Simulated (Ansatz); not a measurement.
## Electronic structure of Sc in real space

Input file:

```
crystal:
  lattice:
    - [3.2591659288, 0.0, 0.0]
    - [-1.6295829644, 2.8225204895, 0.0]
    - [0.0, 0.0, 5.42604]
  atoms:
    - { symbol: Sc, position: [0.3333333333, 0.6666666667, 0.25] }
    - { symbol: Sc, position: [0.6666666667, 0.3333333333, 0.75] }
basis:
  ecutwfc: 420
kpoints:
  mp_grid: { grid: [18, 18, 10] }
hamiltonian:
  xc: pbe
scf:
  occupations: { method: gaussian, width: 0.15 }
output:
  forces: true
  stress: true
  eigenvalues: true
  write_density: true
  write_potential: true
  elf: true
  volumetric_format: npy
```

Launched as:

```sh
ansatz run input.yaml --threads 1 --pin off --max-ram 2560MiB --backend cpu --events-out ev --progress --plain --runs-dir out
```

Below, planes, directions and counts refer to the conventional cell (a = 3.26 Å, b = 3.26 Å, c = 5.43 Å, α = 90.00°, β = 90.00°, γ = 120.00°).

Space group P6₃/mmc; changed on purpose from its base cell (strain -0.015 along x and y, +0.030 along z, atoms carried along).

Level of theory: Ansatz 0.2.0, DFT PBE, scalar-relativistic, plane waves, PAW.

In a PAW calculation such maps are meaningful between the atoms, not at the nuclei.

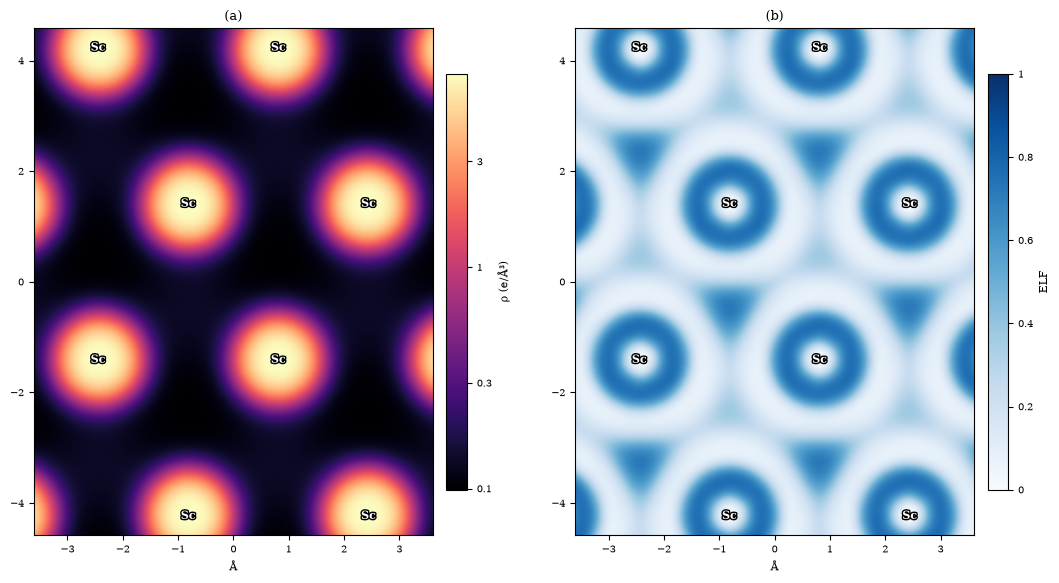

Figure 1. (a) valence electron density; (b) ELF on the (001) plane of the conventional cell.

Interpret the plot.

The section cuts through Sc sites. Sc–Sc (3.26 Å): ρ at the midpoint is about 0.11 e/Å³; the ELF is about 0.25 at the midpoint (no localised pair shows between them). Between the atoms the lowest density in this plane is 0.1 e/Å³. The ELF has a maximum of about 0.70 in the space between the atoms, on no atom or two-centre bond. The features right at Sc lie inside the PAW spheres, where the map follows smoothed inner orbitals and isn't to be read closely.

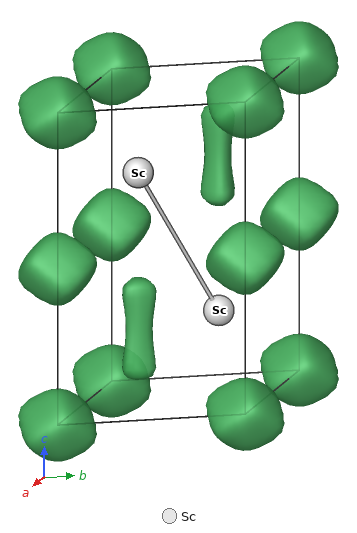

Figure 2. Isosurface of the ELF at 0.65 (green), seen slightly off an axis. Only the valence region is drawn (cores and ρ < 0.01 e/Å³ removed). Sticks mark near contacts.

Where are the electrons localised?

The surface consists of four pockets between the atoms, centred on no nucleus (multi-centre or interstitial), counted in one cell of 2 atoms. Regions shared between cells count once. There are no localised bonds or lone pairs at this value.


 Sc–Sc (3.30 Å): the ELF is about 0.25 at the midpoint: no localised pair shows between them.

Does the calculation give a band gap?

It is metallic or semimetallic at this level of theory: no gap opens.
